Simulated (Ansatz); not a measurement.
## Geometry relaxation, with input and output: Sn₄O (part 2 of 2)

Sn₄O (slab, 5 atoms in the cell); DFT PBEsol, scalar-relativistic, plane waves, PAW, no spin polarisation (Ansatz 0.2.0); cutoff 420 eV, 9×9×1 k-mesh, Gaussian smearing of 0.1 eV. The structure derives from an entry of the Crystallography Open Database. The input holds or restrains some coordinates. Forces given for the steps count only the free coordinates. It belongs to a series of runs on one base structure; here: O put at a top Sn site.

Geometry of the input (Å; fractional positions):
```
3.4135  0.0000  0.0000
0.3483  3.3957  0.0000
0.0000  0.0000  25.8617
Sn 0.5000  0.5000  0.3287
Sn 0.0000  0.0000  0.4171
Sn 0.5000  0.5000  0.5112
Sn 0.0000  0.0000  0.5944
O  0.0000  0.0000  0.6741
```

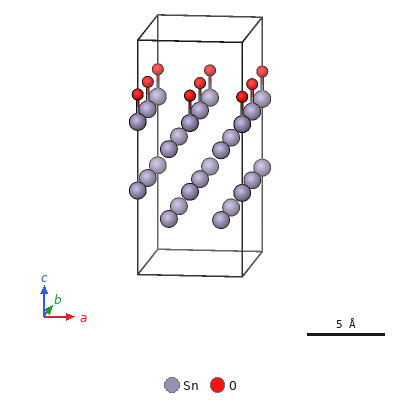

Fig. 1: The geometry at step 2 of the log (ball-and-stick view of the 2 × 2 repeat of the cell, with the vacuum cut short, seen slightly off an axis).

### The program's output, continued
```
SCF iter   1: F=—  HF=-24356.384455 eV  |F-HF|=—  |Δ(HF+E_count)|=         —  Δρ=2.93e-5  dr2=6.19e-6  ethr=9.99e-9  p=-0.321 e·Å  D=-1.94e-1 V/Å  ΔV_dip=5.01 eV  dr2_dipole=1.31e-6  V_vac-E_F(+/−)=8.98/3.97 eV  ⟨swp⟩=1.0  Hψ=2501  notcnv=0
efield: sawtooth ramp at fractional position 0.9814 (handed on by an earlier solve), width 0.0400; the density the first Hamiltonian is built on has a dipole p = -0.321 e·Å; the dipole correction subtracts the counter field D = -1.94e-1 V/Å, which shifts the + side's vacuum level by +5.01 eV against the − side's; the planar-averaged density in the ramp window peaks in size at 1.1e-6 e/Å³
preconditioner: auto → LDOS  [metal: Δε(μ)=0.050 eV  Ē_g=18.081 eV  σ=0.100 eV  W_gap=0.27  n_scr=52 (ndim 8)  ℏωp=16.9 eV  f_vac=0.554  D(μ)=2.71/eV (n_scr^D=10)  β→1.0]
SCF iter   2: F=—  HF=-24356.384559 eV  |F-HF|=—  |Δ(HF+E_count)|=   1.04e-4  Δρ=1.64e-5  dr2=8.56e-7  ethr=9.98e-9  p=-0.321 e·Å  D=-1.94e-1 V/Å  ΔV_dip=5.01 eV  dr2_dipole=2.78e-9  V_vac-E_F(+/−)=8.97/3.97 eV  ⟨swp⟩=2.0  Hψ=1684  notcnv=0
SCF iter   3: F=—  HF=-24356.384559 eV  |F-HF|=—  |Δ(HF+E_count)|=   1.13e-7  Δρ=1.03e-5  dr2=6.34e-7  ethr=1.38e-9  p=-0.321 e·Å  D=-1.94e-1 V/Å  ΔV_dip=5.01 eV  dr2_dipole=5.33e-8  V_vac-E_F(+/−)=8.97/3.97 eV  ⟨swp⟩=2.0  Hψ=1689  notcnv=0
SCF iter   4: F=-24356.384559 eV  HF=-24356.384559 eV  |F-HF|=9.71e-10  |Δ(HF+E_count)|=   8.11e-8  Δρ=1.29e-6  dr2=8.93e-9  ethr=1.61e-10  p=-0.321 e·Å  D=-1.94e-1 V/Å  ΔV_dip=5.01 eV  dr2_dipole=2.12e-9  V_vac-E_F(+/−)=8.97/3.97 eV  ⟨swp⟩=12.5  Hψ=8349  notcnv=0
SCF 3 converged in 4 iterations: F = -24356.384559 eV  dr2 = 8.93e-9
relax step   3: F+E_penalty+E_count = -24356.38455890 eV  Δ(F+E_penalty+E_count) = -4.919e-6 eV  max|allowed force component| = 5.963e-2 eV/Å  Δτ_max = 0.0000 Å  (4 SCF iters, accepted)
iter 1 solved again at ethr=1.44e-4 eV; its pass at ethr=3.10e-3 eV (dr2=8.94e-2 eV) is discarded
SCF iter   1: F=—  HF=-24356.401200 eV  |F-HF|=—  |Δ(HF+E_count)|=         —  Δρ=5.51e-3  dr2=9.15e-2  ethr=1.44e-4  p=-0.321 e·Å  D=-1.94e-1 V/Å  ΔV_dip=5.01 eV  dr2_dipole=2.34e-2  V_vac-E_F(+/−)=9.00/3.99 eV  ⟨swp⟩=1.8  Hψ=3733  notcnv=0  defer=28
efield: sawtooth ramp at fractional position 0.9814 (handed on by an earlier solve), width 0.0400; the density the first Hamiltonian is built on has a dipole p = -0.321 e·Å; the dipole correction subtracts the counter field D = -1.94e-1 V/Å, which shifts the + side's vacuum level by +5.01 eV against the − side's; the planar-averaged density in the ramp window peaks in size at 1.1e-6 e/Å³
preconditioner: auto → LDOS  [metal: Δε(μ)=0.087 eV  Ē_g=18.114 eV  σ=0.100 eV  W_gap=0.46  n_scr=52 (ndim 8)  ℏωp=16.9 eV  f_vac=0.558  D(μ)=2.35/eV (n_scr^D=8)  β→1.0]
SCF iter   2: F=—  HF=-24356.394114 eV  |F-HF|=—  |Δ(HF+E_count)|=   7.09e-3  Δρ=1.98e-3  dr2=2.63e-2  ethr=1.44e-4  p=-0.320 e·Å  D=-1.93e-1 V/Å  ΔV_dip=4.99 eV  dr2_dipole=4.47e-3  V_vac-E_F(+/−)=8.94/3.95 eV  ⟨swp⟩=2.1  Hψ=1444  notcnv=0  defer=28
SCF iter   3: F=—  HF=-24356.389242 eV  |F-HF|=—  |Δ(HF+E_count)|=   4.87e-3  Δρ=7.61e-4  dr2=2.23e-3  ethr=4.24e-5  p=-0.321 e·Å  D=-1.94e-1 V/Å  ΔV_dip=5.00 eV  dr2_dipole=7.79e-6  V_vac-E_F(+/−)=8.97/3.97 eV  ⟨swp⟩=2.2  Hψ=1598  notcnv=0  defer=28
SCF iter   4: F=—  HF=-24356.388624 eV  |F-HF|=—  |Δ(HF+E_count)|=   6.18e-4  Δρ=1.60e-4  dr2=6.75e-5  ethr=3.60e-6  p=-0.321 e·Å  D=-1.94e-1 V/Å  ΔV_dip=5.01 eV  dr2_dipole=6.25e-8  V_vac-E_F(+/−)=8.97/3.97 eV  ⟨swp⟩=3.0  Hψ=1566  notcnv=0  defer=31
SCF iter   5: F=—  HF=-24356.388530 eV  |F-HF|=—  |Δ(HF+E_count)|=   9.40e-5  Δρ=3.66e-5  dr2=7.57e-6  ethr=1.09e-7  p=-0.321 e·Å  D=-1.94e-1 V/Å  ΔV_dip=5.01 eV  dr2_dipole=1.87e-6  V_vac-E_F(+/−)=8.98/3.97 eV  ⟨swp⟩=2.6  Hψ=1336  notcnv=0  defer=35
SCF iter   6: F=—  HF=-24356.388531 eV  |F-HF|=—  |Δ(HF+E_count)|=   1.05e-6  Δρ=8.43e-6  dr2=2.07e-7  ethr=1.22e-8  p=-0.321 e·Å  D=-1.94e-1 V/Å  ΔV_dip=5.01 eV  dr2_dipole=1.80e-8  V_vac-E_F(+/−)=8.98/3.97 eV  ⟨swp⟩=2.0  Hψ=1350  notcnv=0  defer=35
SCF iter   7: F=-24356.388531 eV  HF=-24356.388531 eV  |F-HF|=6.92e-8  |Δ(HF+E_count)|=   2.44e-7  Δρ=2.06e-6  dr2=1.30e-8  ethr=1.61e-10  p=-0.321 e·Å  D=-1.94e-1 V/Å  ΔV_dip=5.01 eV  dr2_dipole=6.47e-10  V_vac-E_F(+/−)=8.98/3.97 eV  ⟨swp⟩=18.8  Hψ=8704  notcnv=0
SCF 4 converged in 7 iterations: F = -24356.388531 eV  dr2 = 1.30e-8
relax step   4: F+E_penalty+E_count = -24356.38853114 eV  Δ(F+E_penalty+E_count) = -3.972e-3 eV  max|allowed force component| = 2.541e-2 eV/Å  Δτ_max = 0.0941 Å  (7 SCF iters, accepted)
WARN: The output density's exchange-correlation potential varies sharply where the density is thin. Do not read a vacuum level from v_tot or v_xc, or from such a field of the output density. On a cell that repeats whose density bears no net charge and no dipole along the vacuum's axis use v_es (v_loc + v_h of the components); under efield.dipole_correction with no amplitude use v_es + v_field, which holds any external_charges[].barrier, or the levels of the report's work_function block, which leave it out; under a non-zero efield.amplitude the vacuum is tilted and has no level; on a cell that repeats and bears such a dipole with no correction it is tilted too, and efield.dipole_correction with no amplitude gives each side of its ramp a level where efield: is served; in a cell that repeats whose density bears a net charge (total_charge, or a fill off its count) it is curved and has none; of a slab under crystal.periodic whose density bears no net charge use v_es, which has a level on each side, short of where the two are joined; of another it falls or rises all the way out and has none; of a slab beside external_charges read slab_vacuum_level instead, which it has where they leave it neutral. The grid or the basis barely resolves most such structure, and the values can differ between equally converged runs; as a rule a tighter scf.convergence.dr2_threshold does not remove it. Where the density itself ripples (under the LDA too) a higher basis.ecutwfc lessens it. The files hold the spikes' plane waves up to the density's cutoff. Files: v_tot_of_output_density and the like, and their columns of v_z.tsv (output.write_potential); v_xc_of_output_density and the like, and their columns of v_comp_z.tsv (output.write_potential_components). Measured: with its Gaussian average of σ = 0.25 Å subtracted twice, the exchange-correlation potential is over 0.1 eV at 33 of the grid points where the equally averaged density (valence and model cores) is under 1e-3 e/Å³, and 0.313 eV at the most among them, at an averaged density of 9.7e-4 e/Å³. The input density's (outcome.potential() and, of a run that writes arrays, v_tot and v_xc) is over 0.1 eV, so measured, at 117 points of its own thin density, 0.384 eV at the most. See output.write_potential in the manual, Limitations
SCF converged after 7 iterations
Free energy (F): -24356.388531 eV
Harris-Foulkes:  -24356.388531 eV  (|F-HF|=6.92e-8)
Internal energy: -24356.376739 eV  (E = F + TS)
E sigma→0 (E₀):  -24356.382635 eV
Entropy (-TS):   -0.011792 eV (-2.358 meV/atom)
Fermi energy:    -0.108300 eV
Dipole field:    D = -0.193556 V/Å  (p = -0.320650 e·Å, saw-weighted, corrected)
Work function:   Φ+ = 8.9770 eV   Φ− = 3.9713 eV
Levels:          The Fermi level and band energies are counted from a zero that moves with the ramp; work functions are not
--- Per-component energies (eV) ---
  E_band       = -972.806501
  E_kinetic    = 915.828928
  E_local      = -52266.131342  (includes V_loc(G=0)·N_el)
  E_nonlocal   = -74.018618
  E_hartree    = 26191.036739
  E_xc         = -1588.225682
  E_vxc        = -478.288100  (∫ρ·V_xc dr)
  E_paw        = -16407.242687  (= ΣΔE_a)
  E_vpaw       = -1445.981911  (= ΣTr[D̂ρ^β])
  E_aug_tail   = 0.002282  (compensation charges beyond the density's cutoff)
  E_efield     = 0.031032  (sawtooth field / dipole correction)
  E_vefield    = -6.292805  (∫n·V_field dr)
  E_ewald      = 18871.167962
  E_core_change = 1.174647  (= ΣΔE_core)
  E_smearing   = -0.011792  (= −TS)
  E_closure    = 0.000000  (closes the sum)
  Σ components = -24356.388531   (vs F -24356.388531, Δ=0.00e0)
--- Forces (eV/Å), atoms counted from 1 ---
  atom   1  Sn    -0.00000000     0.00000000     0.26449759
  atom   2  Sn     0.00000000    -0.00000000    -0.25841948
  atom   3  Sn     0.00000000    -0.00000000    -0.01625445
  atom   4  Sn    -0.00000000     0.00000000    -0.01519221
  atom   5  O      0.00000000    -0.00000000     0.02541103
  max |Σ_I F_I| component: 4.25e-5 eV/Å
--- Band table (eV; the first three rows and the last of 25) ---
  k-point 0: bands = ["-21.8265", "-21.7531", "-21.7350", "-21.7218", "-21.6925", "-21.6899", "-21.6708", "-21.6655", "-21.6397", "-21.6147", "-21.6106", "-21.5942", "-21.5664", "-21.5454", "-21.5332", "-21.5035", "-21.2658", "-21.1260", "-20.9833", "-20.9745", "-16.1436", "-11.1152", "-9.9805", "-7.8958", "-5.6416", "-2.8055", "-0.7789", "-0.7657", "-0.6834", "1.6481", "1.8972", "2.3316", "2.9220", "3.5074", "3.6127", "4.4267", "5.0983", "5.2866"]
  k-point 1: bands = ["-21.8157", "-21.7464", "-21.7348", "-21.7123", "-21.6977", "-21.6924", "-21.6675", "-21.6564", "-21.6409", "-21.6120", "-21.6096", "-21.5938", "-21.5704", "-21.5479", "-21.5360", "-21.5078", "-21.2549", "-21.1296", "-20.9873", "-20.9767", "-16.1233", "-10.9480", "-9.8161", "-7.7461", "-5.5512", "-2.7095", "-0.9690", "-0.8833", "-0.7031", "0.5819", "1.2073", "2.1887", "2.4196", "3.3279", "3.3803", "3.9954", "4.8789", "5.3922"]
  k-point 2: bands = ["-21.7940", "-21.7372", "-21.7237", "-21.7101", "-21.7025", "-21.6883", "-21.6631", "-21.6480", "-21.6295", "-21.6113", "-21.6000", "-21.5904", "-21.5775", "-21.5556", "-21.5419", "-21.5151", "-21.2271", "-21.1382", "-21.0018", "-20.9776", "-16.0713", "-10.4466", "-9.3253", "-7.3128", "-5.3742", "-2.5327", "-2.1996", "-1.4366", "-0.9242", "-0.6706", "0.2336", "1.1490", "2.5680", "2.7749", "3.5868", "3.7262", "4.4160", "5.3389"]
  k-point 24: bands = ["-21.7896", "-21.7821", "-21.7635", "-21.7105", "-21.6766", "-21.6721", "-21.6492", "-21.6361", "-21.6289", "-21.5581", "-21.5505", "-21.5496", "-21.5294", "-21.5196", "-21.5158", "-21.4993", "-21.2040", "-21.0791", "-21.0202", "-21.0044", "-15.8346", "-5.8149", "-5.4530", "-5.1259", "-4.8097", "-4.0119", "-2.9919", "-2.6227", "-2.1266", "-1.6934", "-1.6799", "-0.8652", "-0.4676", "-0.2466", "0.6778", "1.2630", "1.6367", "1.7525"]
--- Relaxed structure (4 steps of the walk, 4 accepted, 0 SCFs on fresh bases) ---
  F+E_penalty+E_count = -24356.38853114 eV   max|allowed force component| = 2.541e-2 eV/Å
  atoms:
    - { symbol: Sn, position: [0.5, 0.5000000000000001, 0.3286709011] }
    - { symbol: Sn, position: [0.0, 0.0, 0.4171121904000001] }
    - { symbol: Sn, position: [0.5, 0.5000000000000001, 0.5078878400016719] }
    - { symbol: Sn, position: [-7.378420555370499e-35, 1.7015078881186057e-34, 0.5918670014418596] }
    - { symbol: O, position: [-6.220863109608334e-35, 5.671692960393046e-35, 0.6629236856662344] }
```

### Trajectory as extended XYZ (Å, eV, eV/Å), 4 frames, from step=1 to step=4
```
5
Lattice="3.4135 0.0000 0.0000 0.3483 3.3957 0.0000 0.0000 0.0000 25.8617" Properties=species:S:1:pos:R:3:forces:R:3 step=1 energy=-24355.87356
Sn    1.8809    1.6978    8.5000    0.0000   0.0000   0.2844
Sn    0.0000    0.0000   10.7872    0.0000   0.0000  -0.1873
Sn    1.8809    1.6978   13.2194    0.0000   0.0000  -0.1493
Sn    0.0000    0.0000   15.3723    0.0000   0.0000   3.6296
O     0.0000    0.0000   17.4323    0.0000   0.0000  -3.5767
5
Lattice="3.4135 0.0000 0.0000 0.3483 3.3957 0.0000 0.0000 0.0000 25.8617" Properties=species:S:1:pos:R:3:forces:R:3 step=2 energy=-24356.38455
Sn    1.8809    1.6978    8.5000    0.0000   0.0000   0.2649
Sn    0.0000    0.0000   10.7872    0.0000   0.0000  -0.1769
Sn    1.8809    1.6978   13.1849    0.0000   0.0000  -0.0072
Sn    0.0000    0.0000   15.3992    0.0000   0.0000  -0.0587
O     0.0000    0.0000   17.2384    0.0000   0.0000  -0.0218
5
Lattice="3.4135 0.0000 0.0000 0.3483 3.3957 0.0000 0.0000 0.0000 25.8617" Properties=species:S:1:pos:R:3:forces:R:3 step=3 energy=-24356.38456
Sn    1.8809    1.6978    8.5000    0.0000   0.0000   0.2649
Sn    0.0000    0.0000   10.7872    0.0000   0.0000  -0.1768
Sn    1.8809    1.6978   13.1849    0.0000   0.0000  -0.0072
Sn    0.0000    0.0000   15.3992    0.0000   0.0000  -0.0596
O     0.0000    0.0000   17.2384    0.0000   0.0000  -0.0212
5
Lattice="3.4135 0.0000 0.0000 0.3483 3.3957 0.0000 0.0000 0.0000 25.8617" Properties=species:S:1:pos:R:3:forces:R:3 step=4 energy=-24356.38853
Sn    1.8809    1.6978    8.5000    0.0000   0.0000   0.2645
Sn    0.0000    0.0000   10.7872    0.0000   0.0000  -0.2584
Sn    1.8809    1.6978   13.1349    0.0000   0.0000  -0.0163
Sn    0.0000    0.0000   15.3067    0.0000   0.0000  -0.0152
O     0.0000    0.0000   17.1444    0.0000   0.0000   0.0254
```

### Results in brief

| quantity | value |
| --- | --- |
| outcome | converged under the restraints of the input |
| electrons treated | 62 |
| free energy | −24356.3885 eV |
| work function, top face | 8.98 eV |
| work function, bottom face | 3.97 eV |
| Fermi energy | −0.108 eV |
| gap on the k-point mesh | none (metallic) |
| final volume | 299.77 Å³ |
| work function (upper face) | 8.98 eV |
| largest force (length of the vector) at the end, held atoms and coordinates included | 0.264 eV/Å |
| hardware | 1 thread of Intel Xeon @ 2.50GHz (Skylake/Cascade Lake), 189 GiB of memory available, shared host |
| wall time | 3.8 min |
| peak memory | 0.59 GiB |

### Remarks

Warnings of the run: the exchange-correlation potential is rough where the density is thin.
